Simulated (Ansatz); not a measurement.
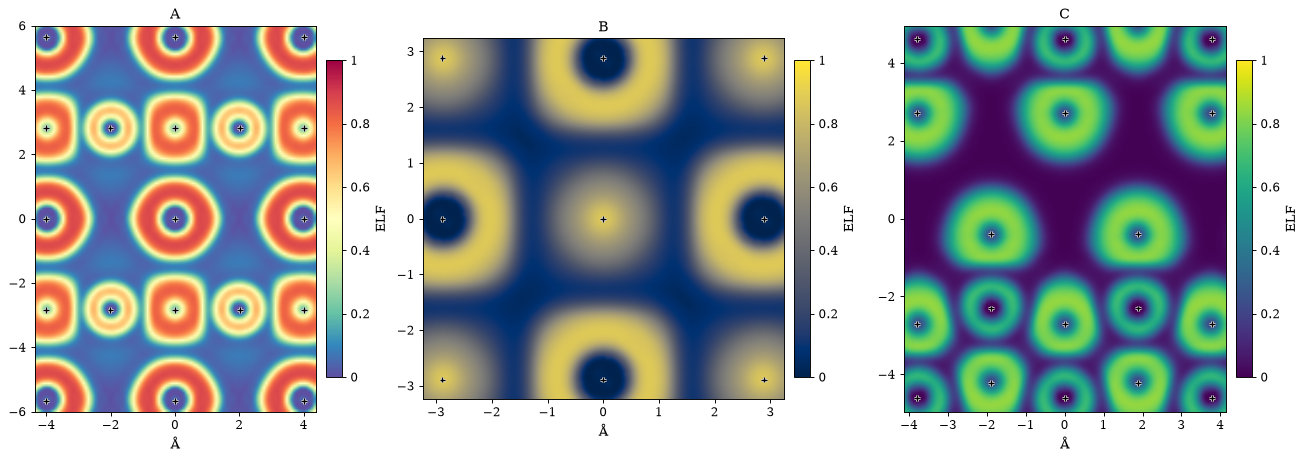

The electron localisation function of 3 systems, each on a plane through atoms (crosses mark nuclei in the plane).

All numbers below come from DFT, PBE, PAW with Ansatz's default frozen-core files, scalar-relativistic (Ansatz 0.2.0).

System 1: AgBr, the (010) plane of the conventional cell. Space group Fm-3m.

```
CELL_PARAMETERS angstrom
5.77210 0.00000 0.00000
0.00000 5.77210 0.00000
0.00000 0.00000 5.77210
ATOMIC_POSITIONS crystal
Ag 0.50000 0.00000 0.00000
Ag 0.00000 0.50000 0.00000
Ag 0.00000 0.00000 0.50000
Ag 0.50000 0.50000 0.50000
Br 0.00000 0.00000 0.00000
Br 0.50000 0.50000 0.00000
Br 0.50000 0.00000 0.50000
Br 0.00000 0.50000 0.50000
```

System 2: BaTiO3, the (11̄0) plane of the standardised cell. Space group P4/mmm; computed without spin polarisation.

System 3: TiO2, the (100) plane of the conventional cell. Space group I4₁/amd; changed on purpose from its base cell (zz strain of -3 %, PAW files); not relaxed (largest force 1.1 eV/Å); computed pressure about 14 GPa in this cell; computed without spin polarisation.

```
CELL_PARAMETERS angstrom
3.78500 0.00000 0.00000
0.00000 3.78500 0.00000
0.00000 0.00000 9.22858
ATOMIC_POSITIONS crystal
Ti 0.00000 0.00000 0.00000
Ti 0.50000 0.50000 0.50000
Ti 0.00000 0.50000 0.25000
Ti 0.50000 0.00000 0.75000
O 0.00000 0.00000 0.20660
O 0.50000 0.50000 0.70660
O 0.00000 0.50000 0.45660
O 0.50000 0.00000 0.95660
O 0.00000 0.50000 0.04340
O 0.50000 0.00000 0.54340
O 0.00000 0.00000 0.79340
O 0.50000 0.50000 0.29340
```

Match each panel to its system.

Panel A is system 2, BaTiO3: the plane holds Ba, Ti and O. Ti–O (2.01 Å): the ELF peaks at about 0.80 in the valence shell of O, 0.6 Å from its nucleus, and is about 0.20 at the midpoint: no shared electron pair shows on this line. Panel B is system 1, AgBr: the plane holds Ag and Br. Ag–Br (2.89 Å): the ELF is about 0.20 at the midpoint. Panel C is system 3, TiO2: the plane holds Ti and O. Ti–O (1.91 Å): the ELF peaks at about 0.80 in the valence shell of O, 0.6 Å from its nucleus, and is about 0.25 at the midpoint (no shared electron pair shows on this line).
